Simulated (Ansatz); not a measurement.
A series of calculations on TaN

Part 1: Vibrations

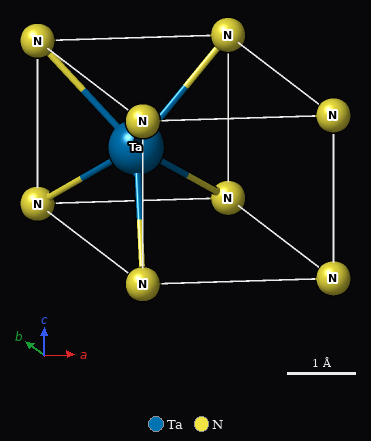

Lattice vibrations of crystalline TaN relaxed at 50 GPa, at the zone centre. The picture is a ball-and-stick view of the cell of the calculation, seen from a free direction.

All numbers below come from Ansatz, DFT PBE, scalar-relativistic, plane waves, PAW. Settings: plane-wave cutoff 420 eV; k-point mesh 18 × 18 × 14; occupations fermi dirac; smearing width 0.15 eV; target pressure 50 GPa; no spin polarisation.

The frequencies depend somewhat on the k-mesh and the smearing.

### List the optical modes.

The calculation's cell holds 2 atoms, so there are 3 optical modes, in 2 levels. The optical modes span E′ + A₂″. No level is unstable.

```json
{"level": "1", "symmetry": "E′", "frequency (cm⁻¹)": "615", "activity": "infrared- and Raman-active"}
{"level": "2", "symmetry": "A₂″", "frequency (cm⁻¹)": "675", "activity": "infrared-active"}
```

The crystal is a metal, so free carriers screen the infrared response.

The modes drawn as arrows (one member of each degenerate set):

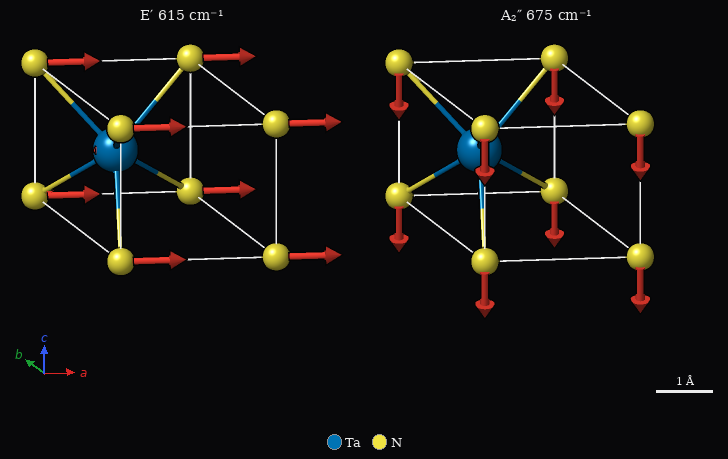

Part 2: Vibrations

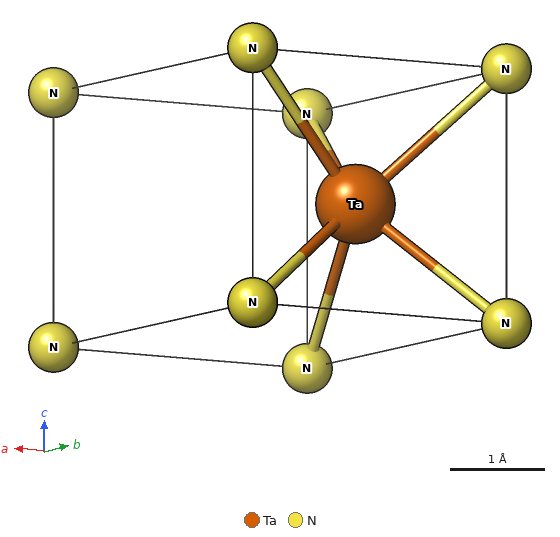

Lattice vibrations of crystalline TaN relaxed at 25 GPa, space group P-6m2 (No. 187), at the zone centre. Style: ball-and-stick. Shown: the cell of the calculation, from a free direction.

Level of theory: Ansatz 0.2.0, DFT PBEsol, scalar-relativistic, plane waves, PAW. Settings: plane-wave cutoff 420 eV; k-point mesh 18 × 18 × 14; occupations fermi dirac; smearing width 0.15 eV; target pressure 25 GPa; no spin polarisation.

The frequencies depend somewhat on the k-mesh and the smearing.

> Give the spectrum at this point.

The calculation's cell holds 2 atoms, so there are 3 optical modes, in 2 levels. The optical modes span E′ + A₂″. No level is unstable.

| level | symmetry | frequency (cm⁻¹) | activity |
| --- | --- | --- | --- |
| 1 | E′ | 586 | infrared- and Raman-active |
| 2 | A₂″ | 632 | infrared-active |

The crystal is a metal, so free carriers screen the infrared response.

The modes drawn as arrows (one member of each degenerate set):

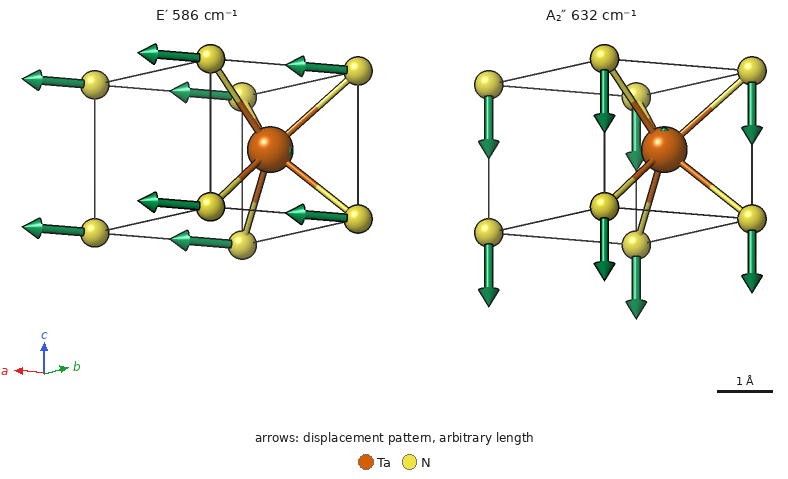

Part 3: One mode

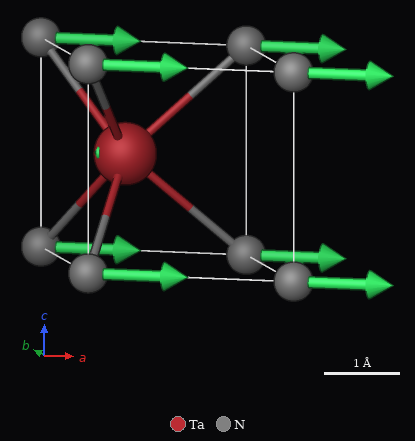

One vibrational mode of solid TaN relaxed at 2 GPa at the zone centre. The green arrows give the relative displacements of the atoms. The picture is a ball-and-stick view of the cell of the calculation, seen slightly off an axis.

All numbers below come from DFT LDA, scalar-relativistic, plane waves, PAW in Ansatz 0.2.0.

The input:
```yaml
crystal:
  lattice:
    - [2.9015302526, 0.0, 0.0]
    - [-1.4507651263, 2.5127989086, 0.0]
    - [0.0, 0.0, 2.8465844771]
  atoms:
    - { symbol: Ta, position: [0.3333333333, 0.6666666667, 0.5] }
    - { symbol: "N", position: [0.0, 0.0, 0.0] }
basis:
  ecutwfc: 420
kpoints:
  mp_grid: { grid: [18, 18, 14] }
hamiltonian:
  xc: lda
scf:
  occupations: { method: fermi_dirac, width: 0.15 }
output:
  eigenvalues: true
phonons:
  method: dfpt
  eigenvectors: true
```

Launched with:
```bash
ansatz run input.yaml --threads 1 --pin off --max-ram 3072MiB --backend cpu --events-out ev --progress --plain --runs-dir out
```

The frequencies depend somewhat on the k-mesh and the smearing.

> What mode is this, and where does it lie in the spectrum?

This is the E′ mode (doubly degenerate; one member of the set is drawn) at 546 cm⁻¹, the lowest optical level, infrared- and Raman-active by symmetry. The N sublattice moves against the Ta sublattice, along a; the kinetic energy is shared as N 93 %, Ta 7 %. The crystal is a metal, so free carriers screen the infrared response.
